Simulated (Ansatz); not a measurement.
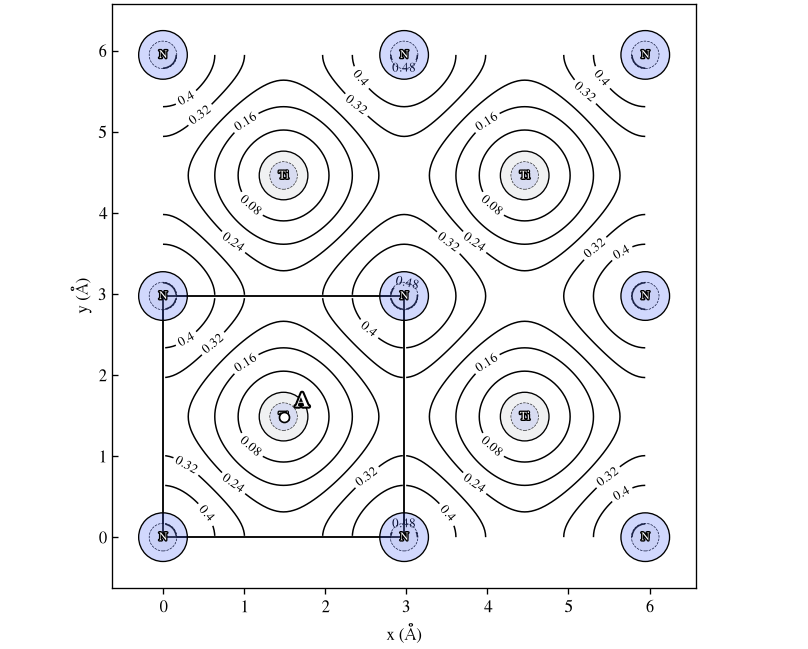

H on a TiN(100) slab cut from the Fm-3m phase, its upper half relaxed before the scan (24 atoms of substrate and one adsorbate in a 2 × 2 cell). H is moved over the surface cell at a fixed height above a rigid substrate; the origin of the map has the adsorbate above N21; the height is held at 2.50 Å. Places are given modulo a cell vector. The map is drawn in real space over the plane of the surface. The scan uses a 6 × 6 grid; 10 points were computed and 26 follow by symmetry. Places are given in fractions of the 1 × 1 surface cell. Energies are in eV, from the lowest grid point. The runs have no spin polarisation, so an open-shell adsorbate far from the surface lies too high. At a fixed height the lowest place need not be the adsorption site. Computed with DFT PBE+D3(BJ), scalar-relativistic, plane waves, PAW in Ansatz 0.2.0. Settings: cutoff 420 eV, k-mesh 5×5×1, gaussian smearing 0.1 eV, no spin polarisation.

The picture shows contour lines labelled in eV, labelled circles for the atoms of the top layer and small ones for the second layer, the outline of one cell of the 2 × 2 shown, the point A. Between grid points the surface is interpolated.

**What is the easiest way out of the well at A, and how high is the barrier?**

The easiest path leads from the well at the top site over a surface Ti atom, (3/6, 3/6) of the cell vectors to its copy one period on. Its highest point lies about 0.27 eV above the bottom of the first well on the interpolated surface, at a fourfold hollow (N–N–Ti–Ti), (3/6, 0/6) of the cell vectors. This is the barrier on the constrained surface; relaxing the other coordinates would change it.

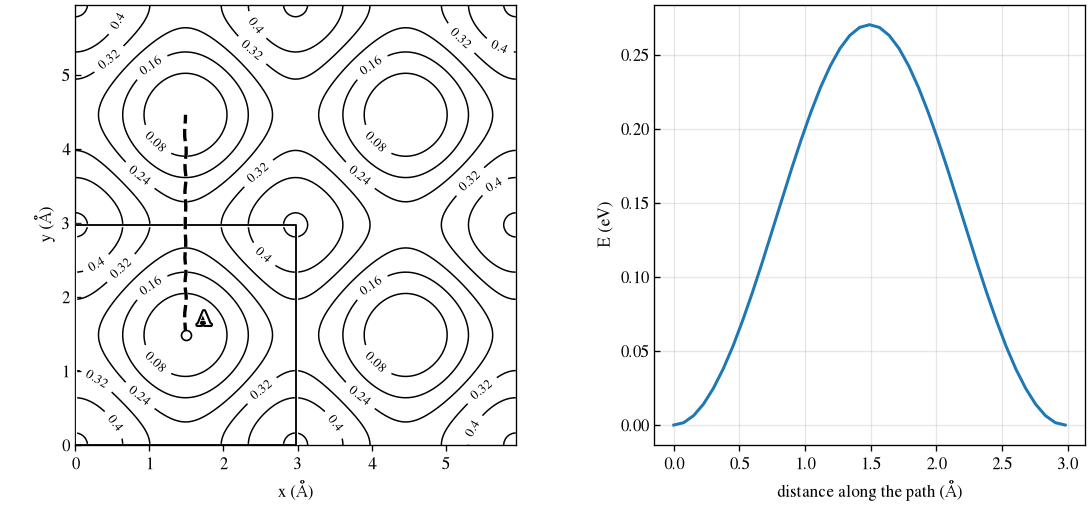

The picture shows contour lines labelled in eV, a line along the lowest path, the outline of one cell of the 2 × 2 shown, the energy along the path at the right. Between grid points the surface is interpolated.

PAW datasets: the set soft_1.
